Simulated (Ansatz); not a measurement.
## Al48N47 (charge +1): single-point calculation (part 1 of 2)

System: Al48N47 (defect cell, 95 atoms in the cell, total charge +1).
Method: DFT, HSE06, PAW, plane waves (Ansatz 0.2.0).

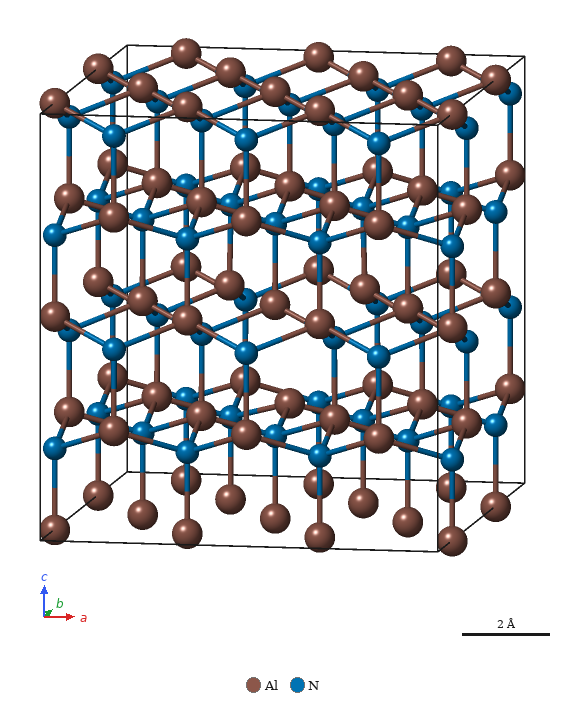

Fig. 1: The structure as given in the input (ball-and-stick view of the cell of the calculation, seen slightly off an axis). Near neighbours in the crystal (not all of them lie inside the picture): Al has 4 N at 1.88 to 1.92 Å; Al has 3 N at 1.86 to 1.88 Å; N has 4 Al at 1.86 to 1.92 Å.

## Input
```yaml
crystal:
  lattice:
    - [9.341448, 0.000000, 0.000000]
    - [0.000000, 10.786575, 0.000000]
    - [0.000000, 0.000000, 9.967057]
  atoms:
    - { symbol: Al, position: [0.166558, 0.083643, 0.247908] }
    - { symbol: Al, position: [0.166603, 0.083635, 0.748315] }
    - { symbol: Al, position: [0.999990, 0.333177, 0.247912] }
    - { symbol: Al, position: [0.999971, 0.333077, 0.748580] }
    - { symbol: Al, position: [0.499956, 0.083934, 0.248019] }
    - { symbol: Al, position: [0.499938, 0.084011, 0.748562] }
    - { symbol: Al, position: [0.332259, 0.333221, 0.247897] }
    - { symbol: Al, position: [0.332584, 0.333450, 0.748652] }
    - { symbol: Al, position: [0.165801, 0.582997, 0.247885] }
    - { symbol: Al, position: [0.166113, 0.583112, 0.748675] }
    - { symbol: Al, position: [0.999953, 0.833791, 0.248067] }
    - { symbol: Al, position: [0.999937, 0.833808, 0.748539] }
    - { symbol: Al, position: [0.833369, 0.083691, 0.247916] }
    - { symbol: Al, position: [0.833294, 0.083666, 0.748341] }
    - { symbol: Al, position: [0.667688, 0.333209, 0.247883] }
    - { symbol: Al, position: [0.667318, 0.333453, 0.748691] }
    - { symbol: Al, position: [0.499926, 0.583612, 0.240773] }
    - { symbol: Al, position: [0.499957, 0.583635, 0.749799] }
    - { symbol: Al, position: [0.333438, 0.834690, 0.247927] }
    - { symbol: Al, position: [0.333469, 0.834311, 0.748655] }
    - { symbol: Al, position: [0.834143, 0.582921, 0.247837] }
    - { symbol: Al, position: [0.833794, 0.583084, 0.748737] }
    - { symbol: Al, position: [0.666505, 0.834703, 0.247945] }
    - { symbol: Al, position: [0.666441, 0.834325, 0.748666] }
    - { symbol: Al, position: [0.000006, 0.166710, 0.498296] }
    - { symbol: Al, position: [0.999996, 0.166788, 0.998151] }
    - { symbol: Al, position: [0.333275, 0.166546, 0.498508] }
    - { symbol: Al, position: [0.333280, 0.166748, 0.998210] }
    - { symbol: Al, position: [0.165966, 0.416450, 0.499044] }
    - { symbol: Al, position: [0.166453, 0.416772, 0.998146] }
    - { symbol: Al, position: [0.999872, 0.667509, 0.498748] }
    - { symbol: Al, position: [0.999992, 0.667286, 0.998273] }
    - { symbol: Al, position: [0.666617, 0.166590, 0.498537] }
    - { symbol: Al, position: [0.666668, 0.166748, 0.998213] }
    - { symbol: Al, position: [0.499983, 0.413180, 0.499459] }
    - { symbol: Al, position: [0.499987, 0.416427, 0.998151] }
    - { symbol: Al, position: [0.329505, 0.668840, 0.499401] }
    - { symbol: Al, position: [0.332808, 0.667248, 0.998109] }
    - { symbol: Al, position: [0.166196, 0.917288, 0.498470] }
    - { symbol: Al, position: [0.166488, 0.917152, 0.998200] }
    - { symbol: Al, position: [0.834041, 0.416356, 0.499062] }
    - { symbol: Al, position: [0.833547, 0.416736, 0.998161] }
    - { symbol: Al, position: [0.670524, 0.668826, 0.499414] }
    - { symbol: Al, position: [0.667151, 0.667251, 0.998159] }
    - { symbol: Al, position: [0.499973, 0.917752, 0.498986] }
    - { symbol: Al, position: [0.499984, 0.917210, 0.998140] }
    - { symbol: Al, position: [0.833701, 0.917384, 0.498478] }
    - { symbol: Al, position: [0.833499, 0.917169, 0.998226] }
    - { symbol: N, position: [0.999984, 0.166814, 0.189171] }
    - { symbol: N, position: [0.999962, 0.166745, 0.689081] }
    - { symbol: N, position: [0.333338, 0.167194, 0.189327] }
    - { symbol: N, position: [0.333392, 0.167356, 0.689113] }
    - { symbol: N, position: [0.166598, 0.417005, 0.189173] }
    - { symbol: N, position: [0.166554, 0.416960, 0.689430] }
    - { symbol: N, position: [0.999961, 0.666881, 0.189526] }
    - { symbol: N, position: [0.999943, 0.666816, 0.689176] }
    - { symbol: N, position: [0.666581, 0.167183, 0.189313] }
    - { symbol: N, position: [0.666498, 0.167364, 0.689145] }
    - { symbol: N, position: [0.499993, 0.417121, 0.191096] }
    - { symbol: N, position: [0.499958, 0.418114, 0.688396] }
    - { symbol: N, position: [0.333382, 0.666917, 0.191106] }
    - { symbol: N, position: [0.334300, 0.666406, 0.688350] }
    - { symbol: N, position: [0.166790, 0.916764, 0.189361] }
    - { symbol: N, position: [0.166878, 0.916656, 0.689086] }
    - { symbol: N, position: [0.833381, 0.416935, 0.189169] }
    - { symbol: N, position: [0.833388, 0.416947, 0.689467] }
    - { symbol: N, position: [0.666559, 0.666918, 0.191201] }
    - { symbol: N, position: [0.665657, 0.666414, 0.688385] }
    - { symbol: N, position: [0.499971, 0.917076, 0.189209] }
    - { symbol: N, position: [0.499961, 0.917100, 0.689425] }
    - { symbol: N, position: [0.833164, 0.916794, 0.189383] }
    - { symbol: N, position: [0.833006, 0.916693, 0.689104] }
    - { symbol: N, position: [0.166999, 0.083539, 0.439047] }
    - { symbol: N, position: [0.166768, 0.083587, 0.939179] }
    - { symbol: N, position: [0.000053, 0.333591, 0.439085] }
    - { symbol: N, position: [0.999998, 0.333598, 0.939290] }
    - { symbol: N, position: [0.499961, 0.083829, 0.439160] }
    - { symbol: N, position: [0.499959, 0.083617, 0.939291] }
    - { symbol: N, position: [0.333419, 0.334754, 0.439036] }
    - { symbol: N, position: [0.333664, 0.333850, 0.939455] }
    - { symbol: N, position: [0.167380, 0.583240, 0.439123] }
    - { symbol: N, position: [0.166883, 0.583806, 0.939465] }
    - { symbol: N, position: [0.999927, 0.833419, 0.439217] }
    - { symbol: N, position: [0.999968, 0.833632, 0.939347] }
    - { symbol: N, position: [0.832960, 0.083747, 0.439046] }
    - { symbol: N, position: [0.833179, 0.083600, 0.939200] }
    - { symbol: N, position: [0.666556, 0.334788, 0.439017] }
    - { symbol: N, position: [0.666300, 0.333846, 0.939495] }
    - { symbol: N, position: [0.499980, 0.583646, 0.940749] }
    - { symbol: N, position: [0.334333, 0.832943, 0.439067] }
    - { symbol: N, position: [0.333338, 0.833253, 0.939486] }
    - { symbol: N, position: [0.832595, 0.582935, 0.439026] }
    - { symbol: N, position: [0.833071, 0.583782, 0.939578] }
    - { symbol: N, position: [0.665629, 0.833031, 0.439056] }
    - { symbol: N, position: [0.666629, 0.833257, 0.939517] }
  symmetry: { detect: false }
kpoints:
  mp_grid: { grid: [1, 1, 1], shift: [0.25, 0.25, 0.25] }
hamiltonian:
  xc: hse06
total_charge: 1
scf:
  occupations: { method: fermi_dirac, width: 0.01 }
output:
  forces: true
  eigenvalues: true
  populations: true
  charged_corrections: { epsilon: 8.5 }
  eigenstates: { kpoints: [[0.25, 0.25, 0.25]], e_range: [-6.0, 6.0], localisation: true }
```

Machine: 8 threads of Arm Neoverse-V1, 18 GiB of memory available, shared host.

Launch command:
```bash
ansatz run in.yaml --threads 8 --pin off --max-ram 17100MiB --runs-dir r --events-out ev --progress --plain
```

## What the program printed
```
Pseudopotentials: kind: paw
Functional definition: HSE06
  parameter a = 0.25
  parameter omega = 0.11/bohr
  exchange = pbe_x - a*pbe_x_sr(omega) + a*exact_x_sr(omega)
  correlation = pbe_c
Crystal: 95 atoms, lattice volume = 1004.303 Å³
Basis set: ecut = 420 eV, 19611 PW (Γ), exchange–correlation on 128×150×144 points (8 copies of the dense FFT grid, shifted against one another)
Bands: 284, of which v1, the nominal top of the filled ones, is band 189 counted from 1 (188 counted from 0)
Symmetry: 1 space group operations
k-points: 1
Non-local potential: Al, projectors of the file, l = 0: 2, l = 1: 2, l = 2: 1
Non-local potential: N, projectors of the file, l = 0: 2, l = 1: 2, l = 2: 1
PAW form: soft (Blöchl's): semilocal exchange-correlation on the pseudo side does not see the compensation charge
PAW frozen core: Al, regenerated for the run's functional, and the local potential with it (the file was generated under x = pbe(κ = 0.804, μ = 0.2195149727645171), c = pbe(β = 0.06672455060314922))
PAW frozen core: N, regenerated for the run's functional, and the local potential with it (the file was generated under x = pbe(κ = 0.804, μ = 0.2195149727645171), c = pbe(β = 0.06672455060314922))
PAW one-centre angular grid: Al, 110 points (default); XC on 64 Gauss nodes
PAW one-centre angular grid: N, 110 points (default); XC on 64 Gauss nodes
Initial density: superposition of atomic densities (neutral atoms scaled as one to the charged cell's electrons: chi_scale 0, normalization atom), corrected by the library's trained network
Initial wavefunctions: pseudopotential atomic-orbital guess
Functional: x = pbe(κ = 0.804, μ = 0.2195149727645171), c = pbe(β = 0.06672455060314922), warm-up for x = pbe(κ = 0.804, μ = 0.2195149727645171) + 0.25 (exact − pbe) at short range (hse, ω = 0.20786987370883472 Å⁻¹), c = pbe(β = 0.06672455060314922); HSE06 as pw.x's `hse` composes it (authors' and Libxc's form: `xc: wpbeh`)
SCF iter   1: F=—  HF=-43984.708466 eV  |F-HF|=—  |Δ(HF+E_count)|=         —  Δρ=4.54e-3  dr2=4.51e-1  ethr=1.77e-3  ⟨swp⟩=12.0  Hψ=1686  notcnv=0
preconditioner: auto → none  [insulator: Δε(μ)=3.623 eV  Ē_g=13.030 eV  σ=0.010 eV  W_gap=1.00  n_scr=206 (ndim 8)  ℏωp=22.8 eV  f_vac=0.000  D(μ)=0.00/eV (n_scr^D=0)]
iter 2 solved again at ethr=6.86e-6 eV; its pass at ethr=1.19e-4 eV (dr2=2.59e-2 eV) is discarded
SCF iter   2: F=—  HF=-43984.597138 eV  |F-HF|=—  |Δ(HF+E_count)|=   1.11e-1  Δρ=1.42e-3  dr2=2.57e-2  ethr=6.86e-6  ⟨swp⟩=6.0  Hψ=1686  notcnv=0  defer=27
SCF iter   3: F=—  HF=-43984.591910 eV  |F-HF|=—  |Δ(HF+E_count)|=   5.23e-3  Δρ=5.23e-4  dr2=3.33e-3  ethr=6.81e-6  ⟨swp⟩=6.0  Hψ=829  notcnv=0  defer=13
SCF iter   4: F=-43984.591647 eV  HF=-43984.591699 eV  |F-HF|=5.14e-5  |Δ(HF+E_count)|=   2.11e-4  Δρ=2.21e-4  dr2=3.81e-4  ethr=8.82e-7  ⟨swp⟩=8.0  Hψ=681  notcnv=0  defer=15
SCF 1 stopped early in 4 iterations: F = -43984.591647 eV  dr2 = 3.81e-4
  greatest PAW one-centre occupation: 0.789 electrons in one spin orbital (limit 2), on the N atom at site 66 (counted from 0), in its partial waves of l = 0
Initial density: handed on by an earlier stage of this run
Initial wavefunctions: those handed on with the density
Functional: x = pbe(κ = 0.804, μ = 0.2195149727645171) + 0.25 (exact − pbe) at short range (hse, ω = 0.20786987370883472 Å⁻¹), c = pbe(β = 0.06672455060314922); HSE06 as pw.x's `hse` composes it (authors' and Libxc's form: `xc: wpbeh`)
Exchange kernel: α = 0.2500, screened, ω = 0.2079 Å⁻¹, Wigner–Seitz truncation, v(0) = 904.2111 eV·Å³, q-mesh 1×1×1, nearest image of the exchange supercell L = 9.34 Å, pair-density grid 45×54×48, without the augmentation charges, whose exchange is taken in its separable form (sized by the pseudopotential files, 64×75×72 at the most)
Frozen-core exchange: fock
SCF iter   1: F=—  HF=-44006.672892 eV  |F-HF|=—  |Δ(HF+E_count)|=         —  Δρ=6.25e-3  dr2=2.03e-1  ethr=1.01e-6  ⟨swp⟩=14.0  Hψ=1788  notcnv=0
preconditioner: auto → none  [insulator: Δε(μ)=4.636 eV  Ē_g=14.973 eV  σ=0.010 eV  W_gap=1.00  n_scr=206 (ndim 8)  ℏωp=22.8 eV  f_vac=0.000  D(μ)=0.00/eV (n_scr^D=0)]
SCF iter   2: F=—  HF=-44006.598976 eV  |F-HF|=—  |Δ(HF+E_count)|=   7.39e-2  Δρ=2.70e-3  dr2=4.91e-2  ethr=1.01e-6  ⟨swp⟩=5.0  Hψ=953  notcnv=0
SCF iter   3: F=—  HF=-44006.711858 eV  |F-HF|=—  |Δ(HF+E_count)|=   1.13e-1  Δρ=8.27e-4  dr2=6.56e-3  ethr=1.01e-6  ⟨swp⟩=9.0  Hψ=1134  notcnv=0
SCF iter   4: F=—  HF=-44006.711023 eV  |F-HF|=—  |Δ(HF+E_count)|=   8.35e-4  Δρ=2.88e-4  dr2=3.65e-3  ethr=1.01e-6  ⟨swp⟩=6.0  Hψ=876  notcnv=0
SCF iter   5: F=—  HF=-44006.710154 eV  |F-HF|=—  |Δ(HF+E_count)|=   8.68e-4  Δρ=5.17e-5  dr2=1.45e-4  ethr=8.08e-7  ⟨swp⟩=4.0  Hψ=637  notcnv=0
SCF iter   6: F=-44006.711103 eV  HF=-44006.711089 eV  |F-HF|=1.43e-5  |Δ(HF+E_count)|=   9.34e-4  Δρ=6.17e-5  dr2=2.80e-5  ethr=1.36e-8  ⟨swp⟩=7.0  Hψ=953  notcnv=0
SCF 2 stopped early in 6 iterations: F = -44006.711103 eV  dr2 = 2.80e-5
  Residual-converged pass: ⟨swp⟩=3.0  Hψ=662  notcnv=0  max |occ|·‖R‖ = 2.8e-6 eV (tolerance 6.7e-6 eV)  dr2=2.81e-5  dr2_onsite=1.97e-6  max |Δocc| = 0.0e0
hybrid outer 1: dexx = +1.359e-1 eV, tail = 1.25e-4 eV
SCF iter   1: F=—  HF=-44006.710738 eV  |F-HF|=—  |Δ(HF+E_count)|=         —  Δρ=2.28e-5  dr2=6.13e-6  ethr=1.65e-7  ⟨swp⟩=16.0  Hψ=856  notcnv=0
preconditioner: auto → none  [insulator: Δε(μ)=4.679 eV  Ē_g=14.979 eV  σ=0.010 eV  W_gap=1.00  n_scr=206 (ndim 8)  ℏωp=22.8 eV  f_vac=0.000  D(μ)=0.00/eV (n_scr^D=0)]
SCF iter   2: F=—  HF=-44006.710738 eV  |F-HF|=—  |Δ(HF+E_count)|=   1.94e-7  Δρ=9.74e-6  dr2=5.51e-7  ethr=1.34e-9  ⟨swp⟩=4.0  Hψ=685  notcnv=0
SCF iter   3: F=—  HF=-44006.710739 eV  |F-HF|=—  |Δ(HF+E_count)|=   7.57e-7  Δρ=5.25e-6  dr2=2.40e-7  ethr=1.23e-10  ⟨swp⟩=8.0  Hψ=880  notcnv=0  defer=12
SCF iter   4: F=—  HF=-44006.710739 eV  |F-HF|=—  |Δ(HF+E_count)|=   7.93e-9  Δρ=2.13e-6  dr2=7.87e-8  ethr=6.09e-11  ⟨swp⟩=6.0  Hψ=647  notcnv=0  defer=4
SCF iter   5: F=-44006.710739 eV  HF=-44006.710739 eV  |F-HF|=7.28e-10  |Δ(HF+E_count)|=   1.39e-8  Δρ=9.24e-7  dr2=7.39e-9  ethr=1.83e-11  ⟨swp⟩=5.0  Hψ=540  notcnv=0  defer=3
SCF 3 converged in 5 iterations: F = -44006.710739 eV  dr2 = 7.39e-9
  Residual-converged pass: ⟨swp⟩=3.0  Hψ=478  notcnv=0  max |occ|·‖R‖ = 3.0e-6 eV (tolerance 3.1e-6 eV)  dr2=6.41e-9  dr2_onsite=2.82e-10  max |Δocc| = 0.0e0
```

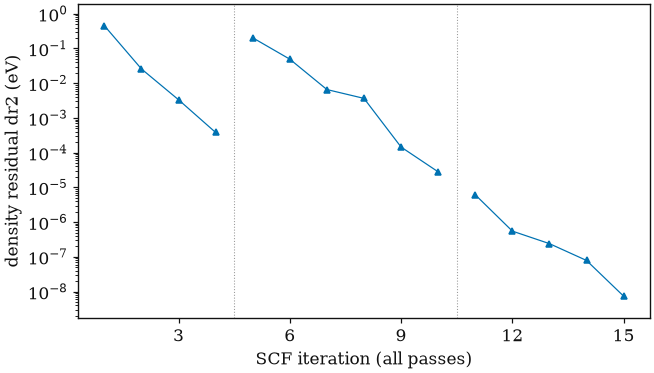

Fig. 2: Convergence of the self-consistent field: density residual dr2 against the SCF iteration. The run starts with a semilocal functional; after that each stretch between dotted lines is one SCF of the hybrid functional between two exact rebuilds of the exchange operator by the outer loop. Early passes are stopped at a loose threshold. The passes take 4, 6 and 5 iterations.

```
hybrid outer 2: dexx = +7.737e-7 eV, tail = 2.03e-8 eV, Δε = 7.22e-4 eV (about 1.29e-5 eV left of the loop's levels), ΔF = 3.56e-3 eV/Å (tail 2.53e-4)
NSCF: frozen V_eff on 1 k-points
hybrid SCF converged: 2 outer / 11 inner (+4 warm-up), last move |dexx| = 7.74e-7 eV, tail = 2.03e-8 eV
Stability not checked: this state was not tested for a lower state beside it, because the functional holds exact exchange (a hybrid, or Hartree-Fock), whose exchange loop this test does not read (fock_operator; see scf.lower_state_search)
Free energy (F): -44006.710739 eV
Harris-Foulkes:  -44006.710739 eV  (|F-HF|=7.28e-10)
Internal energy: -44006.710739 eV  (E = F + TS)
E sigma→0 (E₀):  -44006.710739 eV
Fermi energy:    9.005071 eV
--- Per-component energies (eV) ---
  E_band       = 161.896500
  E_kinetic    = 7521.266707
  E_local      = -10790.247179  (includes V_loc(G=0)·N_el)
  E_nonlocal   = 2554.337793
  E_hartree    = 3802.535704
  E_xc         = -3905.618520
  E_vxc        = -4098.290186  (∫ρ·V_xc dr)
  E_exx        = -843.534018  (= α·E_x^exact, valence–valence)
  E_paw        = -28521.700558  (= ΣΔE_a)
  E_vpaw       = -943.177892  (= ΣTr[D̂ρ^β])
  E_aug_tail   = 0.004522  (compensation charges beyond the density's cutoff)
  E_ewald      = -13820.561571
  E_core_change = -3.193601  (= ΣΔE_core)
  E_smearing   = -0.000000  (= −TS)
  E_closure    = -0.000018  (closes the sum)
  E_deformation_potential = 17.037185  (in the stress; not in F)
  Σ components = -44006.710739   (vs F -44006.710739, Δ=7.28e-12)
```
